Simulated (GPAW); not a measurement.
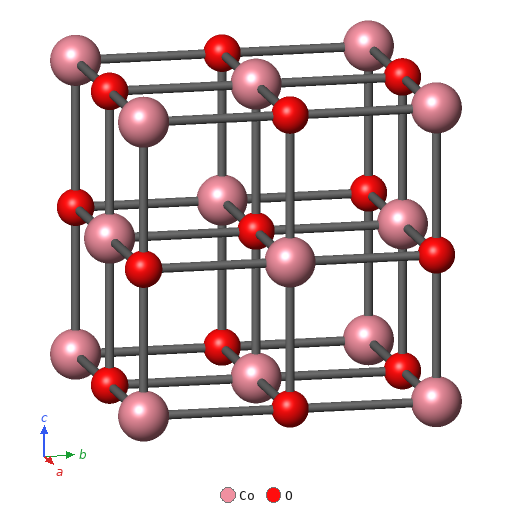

System: CoO, space group Fm-3m (No. 225). The picture shows the conventional cell.

Starting cell:
```xyz
2
Lattice="0.0000 2.1315 2.1315 2.1315 0.0000 2.1315 2.1315 2.1315 0.0000" Properties=species:S:1:pos:R:3 pbc="T T T"
Co    0.0000    0.0000    0.0000
O     2.1315    2.1315    2.1315
```

Method: PAW DFT in plane waves, on a grid or in atomic orbitals, collinear spins; energies at scaled volumes of the given cell, shape and fractions fixed, counted from the fit's minimum, third-order Birch-Murnaghan fit (GPAW 26.7.0). Level: r2SCAN, collinear spin.

k mesh 11×11×11; occupations Fermi–Dirac; smearing width 0.05 eV; potentials GPAW PAW data sets (gpaw data 1.2.1); wave cutoff 800 eV; program settings basis pw.

What does the calculation give for the energy and pressure against volume? The volume takes the values 9.10, 9.30, 9.49, 9.68, 9.88, 10.07, 10.27 Å³/atom.

A third-order Birch–Murnaghan fit gives V0 = 9.40 Å³/atom, B0 = 216 GPa and B′ = 4.4. The energy is 6.92 meV/atom at volume 9.10 Å³/atom and 45.24 meV/atom at 10.27 Å³/atom; the lowest computed point is at volume 9.49 Å³/atom (0.52 meV/atom), in a single well. The pressure falls from 7.13 GPa at volume 9.10 Å³/atom to −15.93 GPa at 10.27 Å³/atom, and changes sign near 9.39 Å³/atom.

```
volume (Å³/atom)  energy (meV/atom)  pressure (GPa)
            9.10               6.92            7.13
            9.30               0.85            2.11
            9.49               0.52           -2.37
            9.68               5.28           -6.36
            9.88              14.65           -9.92
           10.07              28.09          -13.10
           10.27              45.24          -15.93
```

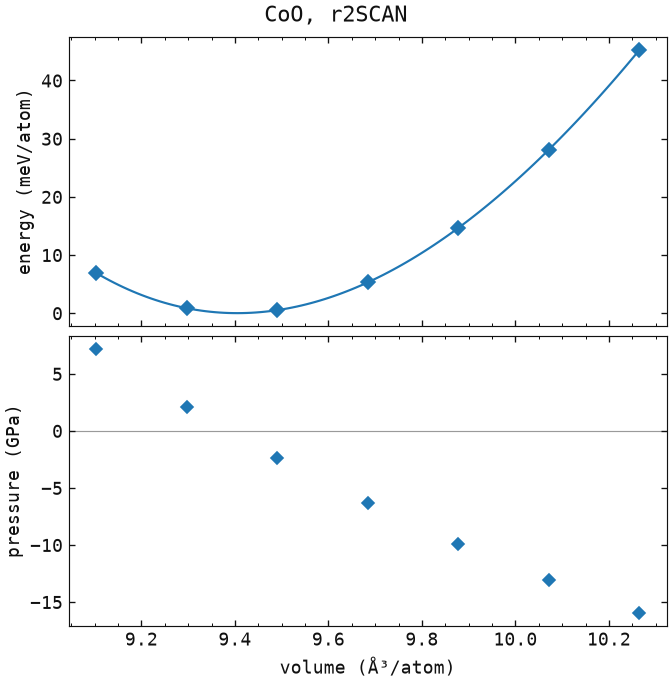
